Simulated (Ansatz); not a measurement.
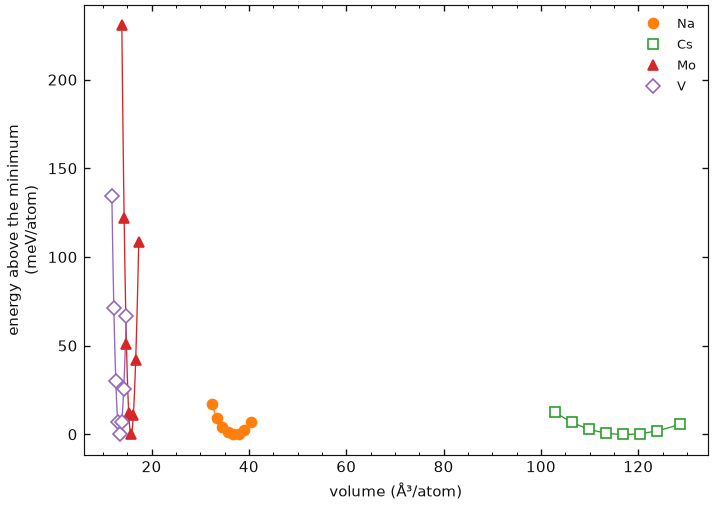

The picture above shows the energy above the minimum against volume, with one curve for each element, for Cs, Mo, Na and V (all in space group Im-3m (No. 229)).

How it was computed, with Ansatz 0.2.0: third-order Birch-Murnaghan fit to density functional energies at scaled volumes of the given relaxed cell, shape and atoms relaxed at each volume; energies count from the fitted minimum; plane waves with PAW datasets, Γ-centred k mesh. Level: PBE, no spin polarisation.

```
       setting     value
   wave cutoff    420 eV
   occupations  Gaussian
smearing width    0.1 eV
```

Settings that differ: Na: k mesh 14×14×14; Cs: k mesh 10×10×10; Mo: k mesh 18×18×18; V: k mesh 20×20×20.

Q: Order the curves by fitted equilibrium volume, smallest first.

A: V 13.5, Mo 15.8, Na 36.9, Cs 117.2 Å³/atom.

Q: Order the curves by fitted bulk modulus, smallest first.

A: Cs 2, Na 8, V 183, Mo 260 GPa.

The computed values:

Na:
```
volume (Å³/atom)  energy above the minimum (meV/atom)
          32.362                                 17.0
          33.466                                  9.3
          34.569                                  4.1
          35.672                                  1.1
          36.775                                  0.0
          37.879                                  0.5
          38.982                                  2.5
          40.453                                  7.0
```

Cs:
```
volume (Å³/atom)  energy above the minimum (meV/atom)
           102.8                                 12.8
           106.3                                  7.0
           109.8                                  3.1
           113.3                                  0.8
           116.8                                  0.0
           120.3                                  0.5
           123.8                                  2.1
           128.5                                  5.7
```

Mo:
```
volume (Å³/atom)  energy above the minimum (meV/atom)
          13.890                                230.7
          14.363                                122.1
          14.837                                 51.1
          15.310                                 12.0
          15.784                                  0.0
          16.257                                 11.1
          16.731                                 41.8
          17.362                                108.3
```

V:
```
volume (Å³/atom)  energy above the minimum (meV/atom)
          11.847                                134.2
          12.251                                 71.5
          12.655                                 30.1
          13.059                                  7.0
          13.463                                  0.0
          13.866                                  6.8
          14.270                                 25.6
          14.809                                 66.6
```
